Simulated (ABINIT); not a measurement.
**Elastic calculation of ZrS (part 2 of 2)**

Continued. System: ZrS (Fm-3m, 2 atoms in the cell). Method: Kohn-Sham DFT of a periodic cell, LDA, PseudoDojo NC SR LDA v0.4.1 standard, no spin polarisation (ABINIT 10.8.3); cutoff 952.4 eV, 4×4×4 k-mesh, fermi-dirac of 0.05 eV. The structure derives from an entry of the Crystallography Open Database. The settings are looser than a standard set-up, so the numbers are not reference values.

Geometry of the input (Å; fractional positions):
```
0.0000  2.5679  2.5679
2.5679  0.0000  2.5679
2.5679  2.5679  0.0000
Zr 0.0000  0.0000  0.0000
S  0.5000  0.5000  0.5000
```

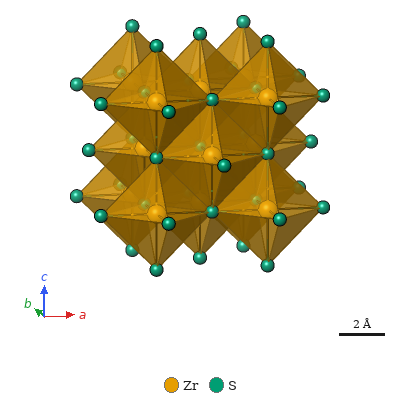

The input geometry (polyhedral view of the cell 4 times as large as that of the calculation, set on its symmetry axes, seen slightly off an axis; polyhedra are completed across the faces of the cell). An atom can appear more than once, as a periodic image.

**The program's output, continued**
```
 The perturbation idir=   2  ipert=   2 is
 symmetric of a previously calculated perturbation.
 So, its SCF calculation is not needed.

 The perturbation idir=   3  ipert=   2 is
 symmetric of a previously calculated perturbation.
 So, its SCF calculation is not needed.

--------------------------------------------------------------------------------
 Perturbation wavevector (in red.coord.)   0.000000  0.000000  0.000000
 Perturbation : displacement of atom   1   along direction   1
 Found     4 symmetries that leave the perturbation invariant.
 symkpt : the number of k-points, thanks to the symmetries,
 is reduced to    40 .

--------------------------------------------------------------------------------

--------------------------------------------------------------------------------

 dfpt_looppert : total number of electrons, from k and k+q
  fully or partially occupied states are    1.800000E+01 and    1.800000E+01.
 Initialisation of the first-order wave-functions :
  ireadwf=   0

--- !BeginCycle
iteration_state: {dtset: 2, }
solver: {iscf: 7, nstep: 80, nline: 4, wfoptalg: 0, }
tolerances: {tolvrs: 1.00E-10, }
...

     iter   2DEtotal(Ha)        deltaE(Ha) residm    vres2
-ETOT  1   3.5892832922220     -1.966E+03 5.853E+00 2.591E+03
 ETOT  2   2.3803392884231     -1.209E+00 1.259E-01 1.862E+02
 ETOT  3   2.3231022929551     -5.724E-02 8.758E-03 2.134E+00
 ETOT  4   2.3226066543011     -4.956E-04 7.351E-04 2.832E-02
 ETOT  5   2.3225954027416     -1.125E-05 8.749E-05 5.152E-04
 ETOT  6   2.3225952283992     -1.743E-07 1.124E-05 2.105E-06
 ETOT  7   2.3225952274420     -9.572E-10 1.209E-06 3.127E-08
 ETOT  8   2.3225952274945      5.252E-11 1.808E-07 1.888E-10
 ETOT  9   2.3225952274433     -5.116E-11 1.543E-08 4.623E-11

 At SCF step    9       vres2   =  4.62E-11 < tolvrs=  1.00E-10 =>converged.
================================================================================

 ----iterations are completed or convergence reached----

 Mean square residual over all n,k,spin=   85.261E-12; max=  15.427E-09

 2DEtotal=    0.2322595227E+01 Ha. Also 2DEtotal=    0.632010358270E+02 eV
    (2DErelax=   -1.9674357282E+03 Ha. 2DEnonrelax=    1.9697583234E+03 Ha)
    (  non-var. 2DEtotal :    2.3225954939E+00 Ha)

--------------------------------------------------------------------------------
 Perturbation wavevector (in red.coord.)   0.000000  0.000000  0.000000
 Perturbation : displacement of atom   2   along direction   1
 Found     4 symmetries that leave the perturbation invariant.
 symkpt : the number of k-points, thanks to the symmetries,
 is reduced to    40 .

--------------------------------------------------------------------------------

--------------------------------------------------------------------------------

 dfpt_looppert : total number of electrons, from k and k+q
  fully or partially occupied states are    1.800000E+01 and    1.800000E+01.
 Initialisation of the first-order wave-functions :
  ireadwf=   0

--- !BeginCycle
iteration_state: {dtset: 2, }
solver: {iscf: 7, nstep: 80, nline: 4, wfoptalg: 0, }
tolerances: {tolvrs: 1.00E-10, }
...

     iter   2DEtotal(Ha)        deltaE(Ha) residm    vres2
-ETOT  1   3.3738959803515     -3.326E+02 3.217E+00 4.261E+03
 ETOT  2   2.3789084130777     -9.950E-01 3.101E-02 1.765E+02
 ETOT  3   2.3239569081631     -5.495E-02 6.227E-03 5.393E+00
 ETOT  4   2.3226355210165     -1.321E-03 1.572E-04 3.179E-02
 ETOT  5   2.3226233448677     -1.218E-05 3.588E-05 7.674E-04
 ETOT  6   2.3226230624698     -2.824E-07 1.406E-06 1.204E-06
 ETOT  7   2.3226230621318     -3.379E-10 2.208E-07 5.072E-08
 ETOT  8   2.3226230621238     -8.072E-12 1.345E-08 1.010E-08
 ETOT  9   2.3226230621214     -2.387E-12 1.943E-09 9.830E-11

 At SCF step    9       vres2   =  9.83E-11 < tolvrs=  1.00E-10 =>converged.
================================================================================

 ----iterations are completed or convergence reached----

 Mean square residual over all n,k,spin=   83.389E-13; max=  19.435E-10

 2DEtotal=    0.2322623062E+01 Ha. Also 2DEtotal=    0.632017932472E+02 eV
    (2DErelax=   -3.3368044134E+02 Ha. 2DEnonrelax=    3.3600306441E+02 Ha)
    (  non-var. 2DEtotal :    2.3226241580E+00 Ha)

--------------------------------------------------------------------------------
 Perturbation wavevector (in red.coord.)   0.000000  0.000000  0.000000
 Found    16 symmetries that leave the perturbation invariant.
 symkpt : the number of k-points, thanks to the symmetries,
 is reduced to    20 .

--------------------------------------------------------------------------------

--------------------------------------------------------------------------------

 dfpt_looppert : total number of electrons, from k and k+q
  fully or partially occupied states are    1.800000E+01 and    1.800000E+01.
 Initialisation of the first-order wave-functions :
  ireadwf=   0

--- !BeginCycle
iteration_state: {dtset: 2, }
solver: {iscf: 7, nstep: 80, nline: 4, wfoptalg: 0, }
tolerances: {tolvrs: 1.00E-10, }
...

     iter   2DEtotal(Ha)        deltaE(Ha) residm    vres2
-ETOT  1   15.034692855292     -4.362E+01 3.714E-01 4.281E+04
 ETOT  2   3.9308189598266     -1.110E+01 9.394E-02 2.667E+03
 ETOT  3   3.2944459011271     -6.364E-01 4.292E-03 3.354E+02
 ETOT  4   3.2080376948676     -8.641E-02 4.246E-04 6.739E+00
 ETOT  5   3.2063355757144     -1.702E-03 1.043E-04 2.052E-02
 ETOT  6   3.2063317702758     -3.805E-06 1.103E-05 1.724E-04
 ETOT  7   3.2063317221937     -4.808E-08 1.875E-06 1.718E-06
 ETOT  8   3.2063317217478     -4.460E-10 2.034E-07 1.908E-08
 ETOT  9   3.2063317217459     -1.926E-12 3.455E-08 2.271E-10
 ETOT 10   3.2063317217463      4.192E-13 3.805E-09 1.747E-12

 At SCF step   10       vres2   =  1.75E-12 < tolvrs=  1.00E-10 =>converged.
================================================================================

 ----iterations are completed or convergence reached----

 Mean square residual over all n,k,spin=   15.627E-12; max=  38.047E-10

 2DEtotal=    0.3206331722E+01 Ha. Also 2DEtotal=    0.872487309132E+02 eV
    (2DErelax=   -5.5446102307E+01 Ha. 2DEnonrelax=    5.8652434029E+01 Ha)
    (  non-var. 2DEtotal :    3.2063317174E+00 Ha)

--------------------------------------------------------------------------------
 Perturbation wavevector (in red.coord.)   0.000000  0.000000  0.000000
 Found    16 symmetries that leave the perturbation invariant.
 symkpt : the number of k-points, thanks to the symmetries,
 is reduced to    20 .

--------------------------------------------------------------------------------

--------------------------------------------------------------------------------

 dfpt_looppert : total number of electrons, from k and k+q
  fully or partially occupied states are    1.800000E+01 and    1.800000E+01.
 Initialisation of the first-order wave-functions :
  ireadwf=   0

--- !BeginCycle
iteration_state: {dtset: 2, }
solver: {iscf: 7, nstep: 80, nline: 4, wfoptalg: 0, }
tolerances: {tolvrs: 1.00E-10, }
...

     iter   2DEtotal(Ha)        deltaE(Ha) residm    vres2
-ETOT  1   15.034956975679     -4.362E+01 3.714E-01 4.281E+04
 ETOT  2   3.9310155910047     -1.110E+01 9.394E-02 2.668E+03
 ETOT  3   3.2944530992423     -6.366E-01 5.730E-03 3.354E+02
 ETOT  4   3.2080387431920     -8.641E-02 4.246E-04 6.745E+00
 ETOT  5   3.2063355645697     -1.703E-03 1.043E-04 2.054E-02
 ETOT  6   3.2063317542736     -3.810E-06 1.103E-05 1.728E-04
 ETOT  7   3.2063317061949     -4.808E-08 1.875E-06 1.713E-06
 ETOT  8   3.2063317057570     -4.379E-10 2.034E-07 1.895E-08
 ETOT  9   3.2063317057514     -5.585E-12 3.455E-08 2.281E-10
 ETOT 10   3.2063317057534      1.961E-12 3.805E-09 1.738E-12

 At SCF step   10       vres2   =  1.74E-12 < tolvrs=  1.00E-10 =>converged.
================================================================================

 ----iterations are completed or convergence reached----

 Mean square residual over all n,k,spin=   15.620E-12; max=  38.053E-10

 2DEtotal=    0.3206331706E+01 Ha. Also 2DEtotal=    0.872487304780E+02 eV
    (2DErelax=   -5.5446102322E+01 Ha. 2DEnonrelax=    5.8652434027E+01 Ha)
    (  non-var. 2DEtotal :    3.2063317009E+00 Ha)

--------------------------------------------------------------------------------
 Perturbation wavevector (in red.coord.)   0.000000  0.000000  0.000000
 Found    16 symmetries that leave the perturbation invariant.
 symkpt : the number of k-points, thanks to the symmetries,
 is reduced to    20 .

--------------------------------------------------------------------------------

--------------------------------------------------------------------------------

 dfpt_looppert : total number of electrons, from k and k+q
  fully or partially occupied states are    1.800000E+01 and    1.800000E+01.
 Initialisation of the first-order wave-functions :
  ireadwf=   0

--- !BeginCycle
iteration_state: {dtset: 2, }
solver: {iscf: 7, nstep: 80, nline: 4, wfoptalg: 0, }
tolerances: {tolvrs: 1.00E-10, }
...

     iter   2DEtotal(Ha)        deltaE(Ha) residm    vres2
-ETOT  1   15.038875224846     -4.361E+01 3.714E-01 4.282E+04
 ETOT  2   3.9319620238649     -1.111E+01 9.395E-02 2.672E+03
 ETOT  3   3.2944756352301     -6.375E-01 4.293E-03 3.355E+02
 ETOT  4   3.2080406812072     -8.643E-02 4.245E-04 6.752E+00
 ETOT  5   3.2063356715725     -1.705E-03 1.043E-04 2.055E-02
 ETOT  6   3.2063318691594     -3.802E-06 1.103E-05 1.723E-04
 ETOT  7   3.2063318211455     -4.801E-08 1.875E-06 1.711E-06
 ETOT  8   3.2063318207044     -4.410E-10 2.035E-07 1.891E-08
 ETOT  9   3.2063318207021     -2.345E-12 3.455E-08 2.275E-10
 ETOT 10   3.2063318207016     -4.903E-13 3.806E-09 1.718E-12

 At SCF step   10       vres2   =  1.72E-12 < tolvrs=  1.00E-10 =>converged.
================================================================================

 ----iterations are completed or convergence reached----

 Mean square residual over all n,k,spin=   15.604E-12; max=  38.064E-10

 2DEtotal=    0.3206331821E+01 Ha. Also 2DEtotal=    0.872487336059E+02 eV
    (2DErelax=   -5.5446102207E+01 Ha. 2DEnonrelax=    5.8652434028E+01 Ha)
    (  non-var. 2DEtotal :    3.2063318164E+00 Ha)

--------------------------------------------------------------------------------
 Perturbation wavevector (in red.coord.)   0.000000  0.000000  0.000000
 Found     8 symmetries that leave the perturbation invariant.
 symkpt : the number of k-points, thanks to the symmetries,
 is reduced to    40 .

--------------------------------------------------------------------------------

--------------------------------------------------------------------------------

 dfpt_looppert : total number of electrons, from k and k+q
  fully or partially occupied states are    1.800000E+01 and    1.800000E+01.
 Initialisation of the first-order wave-functions :
  ireadwf=   0

--- !BeginCycle
iteration_state: {dtset: 2, }
solver: {iscf: 7, nstep: 80, nline: 4, wfoptalg: 0, }
tolerances: {tolvrs: 1.00E-10, }
...

     iter   2DEtotal(Ha)        deltaE(Ha) residm    vres2
-ETOT  1   1.8014333133421     -2.017E+01 9.384E-02 4.160E+03
 ETOT  2  0.29385645366647     -1.508E+00 1.068E-02 2.105E+02
 ETOT  3  0.20440349749500     -8.945E-02 4.209E-04 5.465E-01
 ETOT  4  0.20424370162345     -1.598E-04 4.590E-05 2.054E-03
 ETOT  5  0.20424333841394     -3.632E-07 3.224E-06 5.359E-06
 ETOT  6  0.20424333712142     -1.293E-09 5.284E-07 5.187E-08
 ETOT  7  0.20424333710655     -1.488E-11 3.317E-08 4.121E-10
 ETOT  8  0.20424333710696      4.086E-13 7.320E-09 2.399E-12

 At SCF step    8       vres2   =  2.40E-12 < tolvrs=  1.00E-10 =>converged.
================================================================================

 ----iterations are completed or convergence reached----

 Mean square residual over all n,k,spin=   44.793E-12; max=  73.196E-10

 2DEtotal=    0.2042433371E+00 Ha. Also 2DEtotal=    0.555774433419E+01 eV
    (2DErelax=   -2.1768811422E+01 Ha. 2DEnonrelax=    2.1973054759E+01 Ha)
    (  non-var. 2DEtotal :    2.0424331915E-01 Ha)

--------------------------------------------------------------------------------
 Perturbation wavevector (in red.coord.)   0.000000  0.000000  0.000000
 Found     8 symmetries that leave the perturbation invariant.
 symkpt : the number of k-points, thanks to the symmetries,
 is reduced to    40 .

--------------------------------------------------------------------------------

--------------------------------------------------------------------------------

 dfpt_looppert : total number of electrons, from k and k+q
  fully or partially occupied states are    1.800000E+01 and    1.800000E+01.
 Initialisation of the first-order wave-functions :
  ireadwf=   0

--- !BeginCycle
iteration_state: {dtset: 2, }
solver: {iscf: 7, nstep: 80, nline: 4, wfoptalg: 0, }
tolerances: {tolvrs: 1.00E-10, }
...

     iter   2DEtotal(Ha)        deltaE(Ha) residm    vres2
-ETOT  1   1.8012127696076     -2.017E+01 9.384E-02 4.159E+03
 ETOT  2  0.29380957798634     -1.507E+00 1.068E-02 2.104E+02
 ETOT  3  0.20440349989261     -8.941E-02 4.208E-04 5.468E-01
 ETOT  4  0.20424370475814     -1.598E-04 4.590E-05 2.052E-03
 ETOT  5  0.20424334474775     -3.600E-07 3.224E-06 5.372E-06
 ETOT  6  0.20424334345443     -1.293E-09 5.286E-07 5.317E-08
 ETOT  7  0.20424334343954     -1.489E-11 3.316E-08 4.126E-10
 ETOT  8  0.20424334343977      2.345E-13 7.322E-09 2.482E-12

 At SCF step    8       vres2   =  2.48E-12 < tolvrs=  1.00E-10 =>converged.
================================================================================

 ----iterations are completed or convergence reached----

 Mean square residual over all n,k,spin=   44.757E-12; max=  73.217E-10

 2DEtotal=    0.2042433434E+00 Ha. Also 2DEtotal=    0.555774450651E+01 eV
    (2DErelax=   -2.1768811416E+01 Ha. 2DEnonrelax=    2.1973054759E+01 Ha)
    (  non-var. 2DEtotal :    2.0424332536E-01 Ha)

--------------------------------------------------------------------------------
 Perturbation wavevector (in red.coord.)   0.000000  0.000000  0.000000
 Found     8 symmetries that leave the perturbation invariant.
 symkpt : the number of k-points, thanks to the symmetries,
 is reduced to    40 .

--------------------------------------------------------------------------------

--------------------------------------------------------------------------------

 dfpt_looppert : total number of electrons, from k and k+q
  fully or partially occupied states are    1.800000E+01 and    1.800000E+01.
 Initialisation of the first-order wave-functions :
  ireadwf=   0

--- !BeginCycle
iteration_state: {dtset: 2, }
solver: {iscf: 7, nstep: 80, nline: 4, wfoptalg: 0, }
tolerances: {tolvrs: 1.00E-10, }
...

     iter   2DEtotal(Ha)        deltaE(Ha) residm    vres2
-ETOT  1   1.8010808824433     -2.017E+01 9.384E-02 4.159E+03
 ETOT  2  0.29379069780663     -1.507E+00 1.068E-02 2.103E+02
 ETOT  3  0.20440383829568     -8.939E-02 4.208E-04 5.476E-01
 ETOT  4  0.20424366945023     -1.602E-04 4.590E-05 2.055E-03
 ETOT  5  0.20424330619579     -3.633E-07 3.224E-06 5.353E-06
 ETOT  6  0.20424330490882     -1.287E-09 5.287E-07 5.197E-08
 ETOT  7  0.20424330489530     -1.352E-11 3.316E-08 4.124E-10
 ETOT  8  0.20424330489425     -1.055E-12 7.324E-09 2.382E-12

 At SCF step    8       vres2   =  2.38E-12 < tolvrs=  1.00E-10 =>converged.
================================================================================

 ----iterations are completed or convergence reached----

 Mean square residual over all n,k,spin=   44.386E-12; max=  73.239E-10

 2DEtotal=    0.2042433049E+00 Ha. Also 2DEtotal=    0.555774345763E+01 eV
    (2DErelax=   -2.1768811454E+01 Ha. 2DEnonrelax=    2.1973054759E+01 Ha)
    (  non-var. 2DEtotal :    2.0424328707E-01 Ha)

================================================================================

 ---- first-order wavefunction calculations are completed ----

 ==> Compute Derivative Database <==

  Dynamical matrix, in cartesian coordinates,
   if specified in the inputs, asr has been imposed
     j1       j2             matrix element
  dir pert dir pert     real part    imaginary part

   1    1   1    1         0.0493172301         0.0000000000
   1    1   1    2        -0.0493172301         0.0000000000

   2    1   2    1         0.0493172301         0.0000000000
   2    1   2    2        -0.0493172301         0.0000000000

   3    1   3    1         0.0493172301         0.0000000000
   3    1   3    2        -0.0493172301         0.0000000000

   1    2   1    1        -0.0493171432         0.0000000000
   1    2   1    2         0.0493171432         0.0000000000

   2    2   2    1        -0.0493171432         0.0000000000
   2    2   2    2         0.0493171432         0.0000000000

   3    2   3    1        -0.0493171432         0.0000000000
   3    2   3    2         0.0493171432         0.0000000000

  Rigid-atom elastic tensor , in cartesian coordinates,
     j1       j2             matrix element
  dir pert dir pert     real part    imaginary part

   1    5   1    5         0.0140298573         0.0000000000
   1    5   2    5         0.0008974677         0.0000000000
   1    5   3    5         0.0008974678         0.0000000000

   2    5   1    5         0.0008974676         0.0000000000
   2    5   2    5         0.0140298573         0.0000000000
   2    5   3    5         0.0008974678         0.0000000000

   3    5   1    5         0.0008974676         0.0000000000
   3    5   2    5         0.0008974677         0.0000000000
   3    5   3    5         0.0140298578         0.0000000000

   1    6   1    6         0.0008937019         0.0000000000

   2    6   2    6         0.0008937019         0.0000000000

   3    6   3    6         0.0008937017         0.0000000000

  Internal strain coupling parameters, in cartesian coordinates,
   zero average net force deriv. has been imposed
     j1       j2             matrix element
  dir pert dir pert     real part    imaginary part

  Phonon wavevector (reduced coordinates) :  0.00000  0.00000  0.00000
 Phonon energies in Hartree :
   0.000000E+00  0.000000E+00  0.000000E+00  1.067839E-03  1.067839E-03
   1.067839E-03
 Phonon frequencies in cm-1    :
   0.000000E+00  0.000000E+00  0.000000E+00  2.343637E+02  2.343637E+02
   2.343637E+02

== END DATASET(S) ==============================================================
================================================================================

 -outvars: echo values of variables after computation  --------
            acell      6.8626217874E+00  6.8626217874E+00  6.8626217874E+00 Bohr
           etotal1    -6.1859238904E+01
           etotal2     2.0424330489E-01
            fcart1    -0.0000000000E+00 -0.0000000000E+00 -0.0000000000E+00
                      -0.0000000000E+00 -0.0000000000E+00 -0.0000000000E+00
            fcart2     0.0000000000E+00  0.0000000000E+00  0.0000000000E+00
                       0.0000000000E+00  0.0000000000E+00  0.0000000000E+00
            rprim      0.0000000000E+00  7.0710678120E-01  7.0710678120E-01
                       7.0710678120E-01  0.0000000000E+00  7.0710678120E-01
                       7.0710678120E-01  7.0710678120E-01  0.0000000000E+00
           strten1     5.0350678704E-06  5.0350678704E-06  5.0350678704E-06
                       0.0000000000E+00  0.0000000000E+00  0.0000000000E+00
           strten2     0.0000000000E+00  0.0000000000E+00  0.0000000000E+00
                       0.0000000000E+00  0.0000000000E+00  0.0000000000E+00
           xangst      0.0000000000E+00  0.0000000000E+00  0.0000000000E+00
                       2.5678887201E+00  2.5678887201E+00  2.5678887201E+00
             xred      0.0000000000E+00  0.0000000000E+00  0.0000000000E+00
                       5.0000000000E-01  5.0000000000E-01  5.0000000000E-01
 Calculation completed.
```

**Results in brief**

| quantity | value |
| --- | --- |
| outcome | converged |
| space group (tolerance 0.01 Å) | Fm-3m (225) |
| electrons treated | 18 |
| free energy | −1683.2756 eV |
| Fermi energy | 12.195 eV |
| pressure | −0.15 GPa |
| largest force (length of the vector) | under 0.001 eV/Å |
| wall time | 1.7 min (CPU time 6.8 min) |
| peak memory | 0.36 GiB |

**Notes**

The settings depart from the standard set-up of this series, which can bear on the numbers. Points of doubt noted for this run: k mesh coarse for metal response.
